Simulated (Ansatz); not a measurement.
**Run report: CoSi2, single-point calculation**

- system: CoSi2 (slab, 12 atoms in the cell)
- method: DFT, PBEsol, plane waves, PAW, no spin polarisation (Ansatz 0.2.0)

The structure derives from an entry of the Crystallography Open Database. Figures and captions count atoms from 1; the log counts them from 0 in places.

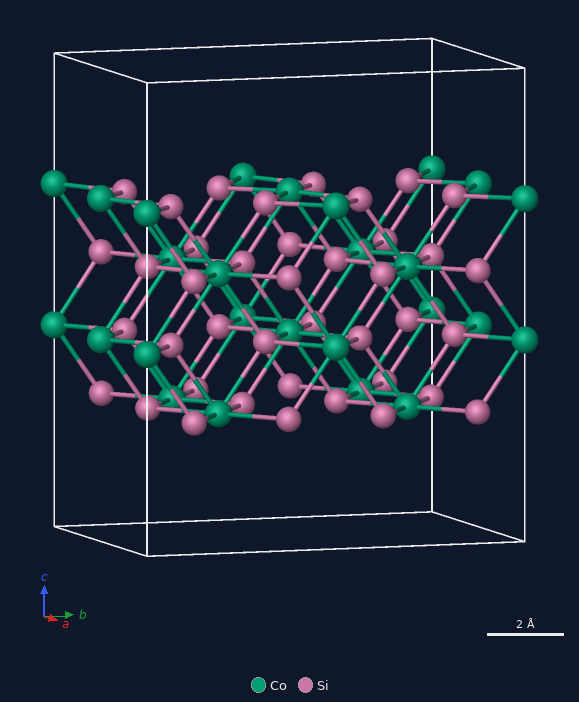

The structure as given in the input (ball-and-stick view of the 2 × 2 repeat of the cell, with the vacuum cut short, seen slightly off an axis). An atom can appear more than once, as a periodic image. Near neighbours in the periodic cell (some may lie outside the picture): Co has 6 Si at 2.29 to 2.30 Å; Si has 3 Co at 2.28 to 2.30 Å; Co has 8 Si at 2.28 to 2.31 Å; Si has 4 Co at 2.29 to 2.31 Å.

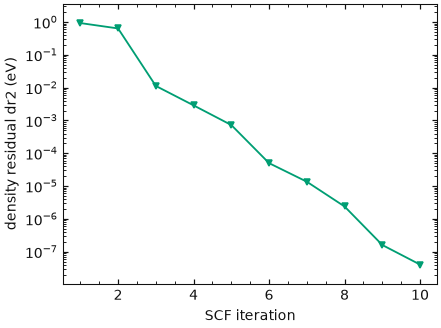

Convergence of the self-consistent field: density residual dr2 against the SCF iteration. The residual falls at every step.

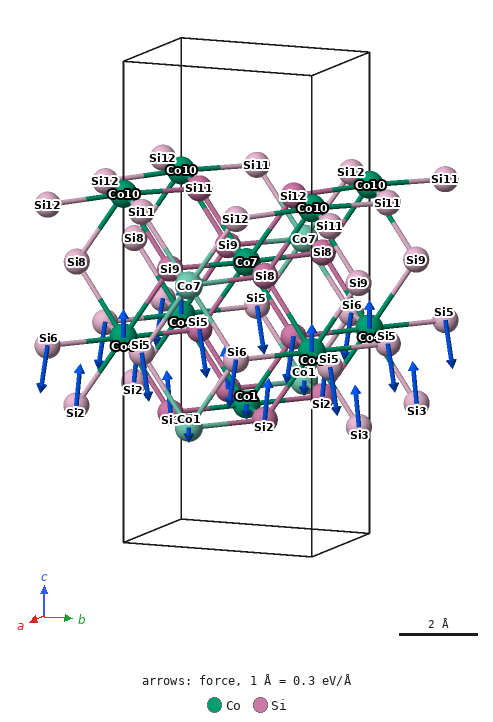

Forces on the atoms as blue arrows (ball-and-stick view of the cell of the calculation, with the vacuum cut short, seen slightly off an axis; neighbours outside the cell are drawn fainter; atoms are numbered from 1 in the order of the input); the smallest are left out. The largest act on Si5, Si6 (0.39 eV/Å); Si2, Si3 (0.33 eV/Å); Co4 (0.22 eV/Å); Co1 (0.12 eV/Å). The geometry is not a stationary point of this energy.

These pictures come from the run below.

Input
```yaml
crystal:
  lattice:
    - [3.7565103784, 0.0, 0.0]
    - [0.0, 5.3125079244, 0.0]
    - [0.0, 0.0, 22.6347655676]
  atoms:
    - { symbol: Co, position: [0.5, 0.5, 0.3755285194] }
    - { symbol: Si, position: [0.0, 0.75, 0.3755285194] }
    - { symbol: Si, position: [0.0, 0.25, 0.3755285194] }
    - { symbol: Co, position: [0.0, 0.0, 0.4585095065] }
    - { symbol: Si, position: [0.5, 0.25, 0.4585095065] }
    - { symbol: Si, position: [0.5, 0.75, 0.4585095065] }
    - { symbol: Co, position: [0.5, 0.5, 0.5407830683] }
    - { symbol: Si, position: [0.0, 0.7520075684, 0.5425426755] }
    - { symbol: Si, position: [0.0, 0.2479924316, 0.5425426755] }
    - { symbol: Co, position: [0.0, 0.0, 0.6252711156] }
    - { symbol: Si, position: [0.5, 0.2493189668, 0.6222897442] }
    - { symbol: Si, position: [0.5, 0.7506810332, 0.6222897442] }
basis:
  ecutwfc: 420
kpoints:
  mp_grid: { grid: [8, 6, 1] }
hamiltonian:
  xc: pbesol
scf:
  occupations: { method: gaussian, width: 0.1 }
  lower_state_search: "off"
output:
  forces: true
  eigenvalues: true
efield:
  axis: 3
  dipole_correction: true
  ramp_width: 0.04
```

Launched with:
```bash
ansatz run input.yaml --threads 2 --pin off --max-ram 5120MiB --backend cpu --events-out ev --progress --plain --runs-dir out
```

Output
```
Engine: ansatz 0.2.0, x86_64-unknown-linux-gnu
Pseudopotentials: kind: paw
Pseudopotential: Co, paw, valence charge 17, recommended cutoff 420 eV (normal), Co.paw.azcp
Pseudopotential: Si, paw, valence charge 4, recommended cutoff 420 eV (normal), Si.paw.azcp
Functional definition: PBEsol
  exchange = pbesol_x
  correlation = pbesol_c
Crystal: 12 atoms, lattice volume = 451.710 Å³
Basis set: ecut = 420 eV, 8835 PW (Γ), exchange–correlation on 54×72×320 points (8 copies of the dense FFT grid, shifted against one another)
Bands: 62, of which v1, the nominal top of the filled ones, is band 50 counted from 1 (49 counted from 0)
Symmetry: 4 space group operations
Space group: Pmm2 (ITA 25), of the structure as read, at distance tolerance 7.7e-5 Å
k-points: 20 of 48
Non-local potential: Co, projectors of the file, l = 0: 3, l = 1: 2, l = 2: 3, l = 3: 1
Non-local potential: Si, projectors of the file, l = 0: 2, l = 1: 2, l = 2: 2
PAW form: soft (Blöchl's): semilocal exchange-correlation on the pseudo side does not see the compensation charge
PAW frozen core: Co, regenerated for the run's functional, and the local potential with it (the file was generated under x = pbe(κ = 0.804, μ = 0.2195149727645171), c = pbe(β = 0.06672455060314922))
PAW frozen core: Si, regenerated for the run's functional, and the local potential with it (the file was generated under x = pbe(κ = 0.804, μ = 0.2195149727645171), c = pbe(β = 0.06672455060314922))
PAW one-centre angular grid: Co, 590 points (default); XC on 64 Gauss nodes
PAW one-centre angular grid: Si, 110 points (default); XC on 64 Gauss nodes
Initial density: superposition of atomic densities (neutral atoms: chi_scale 0, normalization atom), corrected by the library's trained network
Initial wavefunctions: pseudopotential atomic-orbital guess
Functional: x = pbesol(κ = 0.804, μ = 0.12345679012345678), c = pbesol(β = 0.046)
SCF iter   1: F=—  HF=-25345.969093 eV  |F-HF|=—  |Δ(HF+E_count)|=         —  Δρ=1.35e-2  dr2=9.32e-1  ethr=1.77e-3  p=0.000 e·Å  D=6.22e-5 V/Å  ΔV_dip=-0.00 eV  dr2_dipole=8.11e-3  V_vac-E_F(+/−)=4.97/4.97 eV  ⟨swp⟩=11.0  Hψ=6997  notcnv=0  defer=3
efield: sawtooth ramp at fractional position 0.9804 (placed from the atoms, in the widest stretch of the axis that holds none; the zero of the levels goes with the place), width 0.0400; the density the first Hamiltonian is built on has a dipole p = 0.000 e·Å; the dipole correction subtracts the counter field D = 6.22e-5 V/Å, which shifts the + side's vacuum level by -0.00 eV against the − side's; the planar-averaged density in the ramp window peaks in size at 1.0e-5 e/Å³
preconditioner: auto → LDOS  [metal: Δε(μ)=0.005 eV  Ē_g=6.376 eV  σ=0.100 eV  W_gap=0.03  n_scr=70 (ndim 8)  ℏωp=14.4 eV  f_vac=0.582  D(μ)=6.40/eV (n_scr^D=24)  β→1.0]
SCF iter   2: F=—  HF=-25345.953435 eV  |F-HF|=—  |Δ(HF+E_count)|=   1.57e-2  Δρ=1.50e-2  dr2=6.39e-1  ethr=9.32e-4  p=0.002 e·Å  D=9.03e-4 V/Å  ΔV_dip=-0.02 eV  dr2_dipole=4.84e-4  V_vac-E_F(+/−)=4.99/5.01 eV  ⟨swp⟩=2.5  Hψ=1985  notcnv=0  defer=102
SCF iter   3: F=—  HF=-25345.893843 eV  |F-HF|=—  |Δ(HF+E_count)|=   5.96e-2  Δρ=1.71e-3  dr2=1.13e-2  ethr=6.39e-4  p=0.002 e·Å  D=7.48e-4 V/Å  ΔV_dip=-0.02 eV  dr2_dipole=1.57e-5  V_vac-E_F(+/−)=5.00/5.01 eV  ⟨swp⟩=2.0  Hψ=1667  notcnv=0  defer=102
SCF iter   4: F=—  HF=-25345.899724 eV  |F-HF|=—  |Δ(HF+E_count)|=   5.88e-3  Δρ=7.99e-4  dr2=2.89e-3  ethr=1.13e-5  p=0.002 e·Å  D=7.62e-4 V/Å  ΔV_dip=-0.02 eV  dr2_dipole=1.51e-6  V_vac-E_F(+/−)=5.00/5.02 eV  ⟨swp⟩=3.5  Hψ=2802  notcnv=0  defer=102
SCF iter   5: F=—  HF=-25345.900681 eV  |F-HF|=—  |Δ(HF+E_count)|=   9.57e-4  Δρ=5.09e-4  dr2=7.26e-4  ethr=2.89e-6  p=0.002 e·Å  D=8.83e-4 V/Å  ΔV_dip=-0.02 eV  dr2_dipole=5.47e-6  V_vac-E_F(+/−)=5.01/5.03 eV  ⟨swp⟩=2.0  Hψ=1656  notcnv=0  defer=102
SCF iter   6: F=—  HF=-25345.900891 eV  |F-HF|=—  |Δ(HF+E_count)|=   2.10e-4  Δρ=1.13e-4  dr2=5.01e-5  ethr=7.26e-7  p=0.002 e·Å  D=8.78e-4 V/Å  ΔV_dip=-0.02 eV  dr2_dipole=1.23e-6  V_vac-E_F(+/−)=5.01/5.03 eV  ⟨swp⟩=2.0  Hψ=1595  notcnv=0  defer=102
SCF iter   7: F=—  HF=-25345.900820 eV  |F-HF|=—  |Δ(HF+E_count)|=   7.05e-5  Δρ=5.77e-5  dr2=1.36e-5  ethr=5.01e-8  p=0.002 e·Å  D=8.87e-4 V/Å  ΔV_dip=-0.02 eV  dr2_dipole=3.25e-7  V_vac-E_F(+/−)=5.01/5.03 eV  ⟨swp⟩=2.0  Hψ=1899  notcnv=0  defer=102
SCF iter   8: F=—  HF=-25345.900827 eV  |F-HF|=—  |Δ(HF+E_count)|=   6.45e-6  Δρ=2.29e-5  dr2=2.39e-6  ethr=1.36e-8  p=0.002 e·Å  D=8.95e-4 V/Å  ΔV_dip=-0.02 eV  dr2_dipole=2.39e-8  V_vac-E_F(+/−)=5.01/5.03 eV  ⟨swp⟩=2.0  Hψ=1541  notcnv=0  defer=102
SCF iter   9: F=—  HF=-25345.900830 eV  |F-HF|=—  |Δ(HF+E_count)|=   3.55e-6  Δρ=6.76e-6  dr2=1.60e-7  ethr=2.39e-9  p=0.002 e·Å  D=9.00e-4 V/Å  ΔV_dip=-0.02 eV  dr2_dipole=4.91e-10  V_vac-E_F(+/−)=5.01/5.03 eV  ⟨swp⟩=2.4  Hψ=1879  notcnv=0  defer=102
SCF iter  10: F=-25345.900832 eV  HF=-25345.900832 eV  |F-HF|=4.88e-7  |Δ(HF+E_count)|=   1.81e-6  Δρ=3.29e-6  dr2=4.05e-8  ethr=1.00e-10  p=0.002 e·Å  D=9.02e-4 V/Å  ΔV_dip=-0.02 eV  dr2_dipole=1.35e-9  V_vac-E_F(+/−)=5.01/5.03 eV  ⟨swp⟩=15.8  Hψ=6448  notcnv=0
SCF 1 converged in 10 iterations: F = -25345.900832 eV  dr2 = 4.05e-8
  greatest PAW one-centre occupation: 1.001 electrons in one spin orbital (limit 2), on the Co atom at site 9 (counted from 0), in its partial waves of l = 1
SCF converged after 10 iterations
Free energy (F): -25345.900832 eV
Harris-Foulkes:  -25345.900832 eV  (|F-HF|=4.88e-7)
Internal energy: -25345.863386 eV  (E = F + TS)
E sigma→0 (E₀):  -25345.882109 eV
Entropy (-TS):   -0.037447 eV (-3.121 meV/atom)
Fermi energy:    1.069714 eV
Dipole field:    D = 0.000935 V/Å  (p = 0.002333 e·Å, saw-weighted, corrected)
Work function:   Φ+ = 5.0062 eV   Φ− = 5.0273 eV
Levels:          The Fermi level and band energies are counted from a zero that moves with the ramp; work functions are not
--- Per-component energies (eV) ---
  E_band       = -2294.228289
  E_kinetic    = 2177.668172
  E_local      = -94178.341616  (includes V_loc(G=0)·N_el)
  E_nonlocal   = 2023.467292
  E_hartree    = 45438.440447
  E_xc         = -1080.166903
  E_vxc        = -1208.385963  (∫ρ·V_xc dr)
  E_paw        = -9928.829583  (= ΣΔE_a)
  E_vpaw       = -1985.532080  (= ΣTr[D̂ρ^β])
  E_aug_tail   = 0.000313  (compensation charges beyond the density's cutoff)
  E_efield     = 0.000001  (sawtooth field / dipole correction)
  E_vefield    = 0.001006  (∫n·V_field dr)
  E_ewald      = 30200.892329
  E_core_change = 1.006162  (= ΣΔE_core)
  E_smearing   = -0.037447  (= −TS)
  E_closure    = -0.000000  (closes the sum)
  Σ components = -25345.900832   (vs F -25345.900832, Δ=0.00e0)
--- Forces (eV/Å), atoms counted from 1 ---
  atom   1  Co     0.00000000     0.00000000    -0.12019297
  atom   2  Si     0.00000000     0.03412460     0.33297445
  atom   3  Si     0.00000000    -0.03412460     0.33297445
  atom   4  Co     0.00000000     0.00000000     0.22455796
  atom   5  Si     0.00000000     0.06120284    -0.38324354
  atom   6  Si     0.00000000    -0.06120284    -0.38324354
  atom   7  Co     0.00000000     0.00000000     0.00081944
  atom   8  Si     0.00000000    -0.00179713    -0.00402152
  atom   9  Si     0.00000000     0.00179713    -0.00402152
  atom  10  Co     0.00000000     0.00000000     0.00649368
  atom  11  Si     0.00000000    -0.00684120    -0.00155204
  atom  12  Si     0.00000000     0.00684120    -0.00155204
  max |Σ_I F_I| component: 7.20e-6 eV/Å
--- Band table (eV; the first three rows and the last of 20) ---
  k-point 0: bands = ["-93.4681", "-93.4074", "-93.2404", "-93.1834", "-57.0030", "-56.9331", "-56.9135", "-56.8684", "-56.8541", "-56.8213", "-56.7608", "-56.7199", "-56.6928", "-56.6741", "-56.6179", "-56.5572", "-11.7268", "-10.2565", "-8.0172", "-7.6287", "-6.4293", "-6.0585", "-5.7212", "-4.5724", "-4.5274", "-3.3264", "-3.0285", "-2.8456", "-2.4075", "-2.1893", "-2.1143", "-1.9025", "-1.8444", "-1.4913", "-1.3526", "-1.1959", "-1.1789", "-1.1087", "-1.0066", "-0.7620", "-0.6077", "-0.4278", "-0.2359", "-0.0686", "0.0086", "0.0237", "0.0341", "0.2841", "0.7770", "1.4336", "2.4487", "2.6963", "3.1617", "3.7099", "3.8587", "4.2226", "4.3520", "4.7053", "4.7244", "4.9715", "5.2548", "5.3129"]
  k-point 1: bands = ["-93.4681", "-93.4074", "-93.2404", "-93.1834", "-57.0030", "-56.9331", "-56.9135", "-56.8684", "-56.8541", "-56.8213", "-56.7608", "-56.7199", "-56.6928", "-56.6741", "-56.6179", "-56.5572", "-11.5852", "-10.1225", "-8.4183", "-7.9371", "-7.0402", "-5.8686", "-5.1099", "-4.8522", "-3.8659", "-3.4048", "-3.0379", "-2.8628", "-2.5392", "-2.1608", "-2.1229", "-1.9615", "-1.8237", "-1.3595", "-1.1356", "-1.1108", "-1.0925", "-1.0821", "-0.8247", "-0.7884", "-0.4666", "-0.3814", "-0.2506", "-0.2287", "0.0386", "0.1365", "0.1547", "0.7598", "0.7786", "1.1449", "2.2740", "3.1255", "3.1946", "3.2065", "3.2892", "3.4725", "3.9378", "4.8207", "4.9249", "4.9550", "5.5334", "5.6519"]
  k-point 2: bands = ["-93.4681", "-93.4074", "-93.2404", "-93.1834", "-57.0030", "-56.9331", "-56.9135", "-56.8684", "-56.8541", "-56.8213", "-56.7608", "-56.7199", "-56.6928", "-56.6741", "-56.6179", "-56.5572", "-11.1634", "-9.7254", "-9.5319", "-8.2645", "-7.3485", "-6.0388", "-5.4490", "-4.1934", "-3.4140", "-2.9839", "-2.8935", "-2.7517", "-2.7121", "-2.2010", "-2.0832", "-2.0426", "-1.6335", "-1.3360", "-0.9990", "-0.9139", "-0.8876", "-0.8394", "-0.7116", "-0.6298", "-0.4411", "-0.4304", "-0.3045", "0.0473", "0.2209", "0.4420", "0.6361", "0.8320", "0.8612", "1.4472", "1.8001", "2.0295", "2.2437", "2.8375", "3.2257", "3.6691", "4.1030", "4.6917", "4.7881", "4.9282", "5.0720", "5.1665"]
  k-point 19: bands = ["-93.4681", "-93.4074", "-93.2404", "-93.1834", "-57.0028", "-56.9330", "-56.9134", "-56.8683", "-56.8556", "-56.8228", "-56.7623", "-56.7197", "-56.6942", "-56.6739", "-56.6178", "-56.5571", "-8.3899", "-8.3510", "-7.9249", "-7.8754", "-7.0446", "-7.0367", "-7.0210", "-6.9403", "-4.0111", "-3.9521", "-3.8377", "-3.7665", "-2.3617", "-2.3443", "-2.2582", "-2.1982", "-1.5166", "-1.4861", "-1.2970", "-1.2721", "-0.9715", "-0.8842", "-0.7343", "-0.7012", "-0.6637", "-0.6535", "-0.5063", "-0.4620", "-0.0873", "-0.0385", "0.3601", "0.3913", "0.4748", "0.6523", "0.9027", "0.9484", "2.6497", "2.6851", "3.1166", "3.1710", "4.3521", "4.3896", "4.7932", "4.8024", "4.8157", "4.9328"]
```

Key numbers

- outcome: converged
- electrons treated: 100
- free energy: −25345.9008 eV
- Fermi energy: 1.070 eV
- gap on the k-point mesh: none (metallic)
- largest force (length of the vector): 0.388 eV/Å
- hardware: 2 threads of AMD EPYC (Zen 3), 32 GiB of memory available, shared host
- wall time: 35 s (CPU time 70 s)
- peak memory: 0.89 GiB

Remarks

Settings chosen away from the usual ones: scf.lower_state_search set to off. The run has no spin polarisation, so a magnetic state may lie lower.
